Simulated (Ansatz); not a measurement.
**Si$_{16}$C (cell with a defect): density, localisation and related maps**

The calculation's input:

```
accuracy: low
crystal:
  lattice:
    - [0.0, 5.43, 5.43]
    - [5.43, 0.0, 5.43]
    - [5.43, 5.43, 0.0]
  atoms:
    - { symbol: Si, position: [0.0, 0.0, 0.0] }
    - { symbol: Si, position: [0.125, 0.125, 0.125] }
    - { symbol: Si, position: [0.0, 0.0, 0.5] }
    - { symbol: Si, position: [0.125, 0.125, 0.625] }
    - { symbol: Si, position: [0.0, 0.5, 0.0] }
    - { symbol: Si, position: [0.125, 0.625, 0.125] }
    - { symbol: Si, position: [0.0, 0.5, 0.5] }
    - { symbol: Si, position: [0.125, 0.625, 0.625] }
    - { symbol: Si, position: [0.5, 0.0, 0.0] }
    - { symbol: Si, position: [0.625, 0.125, 0.125] }
    - { symbol: Si, position: [0.5, 0.0, 0.5] }
    - { symbol: Si, position: [0.625, 0.125, 0.625] }
    - { symbol: Si, position: [0.5, 0.5, 0.0] }
    - { symbol: Si, position: [0.625, 0.625, 0.125] }
    - { symbol: Si, position: [0.5, 0.5, 0.5] }
    - { symbol: Si, position: [0.625, 0.625, 0.625] }
    - { symbol: C, position: [0.2543214, 0.2377359, 0.7647635], spin: 1.0 }
magnetization:
  spin_polarized: true
basis:
  ecutwfc: 420.0
kpoints:
  mp_grid: { grid: [2, 2, 2] }
hamiltonian:
  xc: pbe
  pseudopotentials: { kind: paw, azcp: { folder: soft_1 } }
scf:
  occupations: { method: fermi_dirac, width: 0.05 }
  lower_state_search: "off"
relax:
  f_tol: 0.08
  max_steps: 25
  adjacent_minimum: "off"
output:
  write_density: true
  write_potential: true
  elf: true
  volumetric_format: npy
```

Launched as:

```sh
ansatz run input.yaml --threads 1 --pin off --max-ram 3072MiB --backend cpu --events-out ev --progress --plain --runs-dir out
```

The fields are those of the run's last geometry, not of the input's.

PAW files of the earlier set (soft_1); the program warned that a starting moment wasn't kept; spin-polarised, but the moments vanished.

Method: DFT PBE, scalar-relativistic, plane waves, PAW in Ansatz.

Core electrons are frozen (PAW), and the valence fields are smoothed inside the atomic spheres.

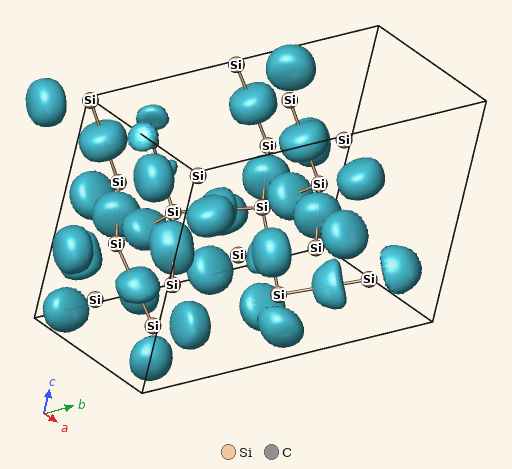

Figure 1. Isosurface of the electron localisation function at 0.85 (cyan), seen slightly off an axis. Core shells and regions of very low density are left out. Sticks mark near contacts.

**Describe the localisation domains.**

The surface consists of three regions between bonded C–Si atoms and 30 regions between bonded Si–Si atoms, counted in one cell of 17 atoms. Any copies at cell faces, edges or corners count once. Profiles from the grid: Si–C (1.76 Å): the ELF peaks at about 0.90 between the atoms. Si–Si (2.28 Å): the ELF peaks at about 0.95 between the atoms.

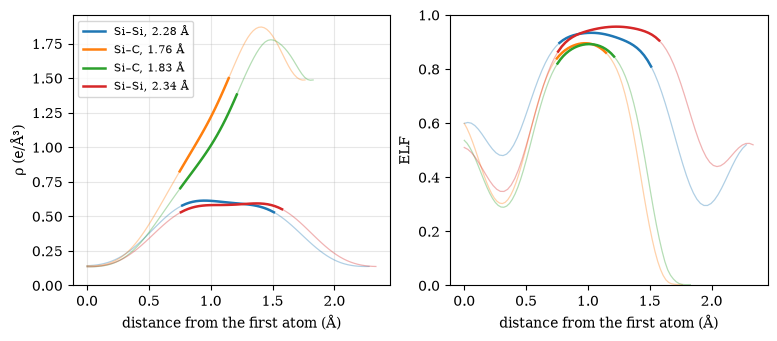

Figure 2. Valence charge density (pseudo) and electron localisation function along straight lines between neighbouring atoms. Thin, pale parts lie inside the atomic spheres.

**What can be read from the curves?**

Si–Si (2.28 Å): ρ at the midpoint is about 0.6 e/Å³; the ELF peaks at about 0.95 between the atoms.
Si–C (1.76 Å): ρ at the midpoint is about 1 e/Å³; the ELF peaks at about 0.90 between the atoms.
Si–C (1.83 Å): the density is about 0.9 e/Å³ at the midpoint; the ELF peaks at about 0.90 between the atoms.
Si–Si (2.34 Å): the density is about 0.58 e/Å³ at the midpoint; the ELF peaks at about 0.95 between the atoms.

**Metal or insulator at this level of theory?**

It is metallic or semimetallic at this level of theory: no gap opens.
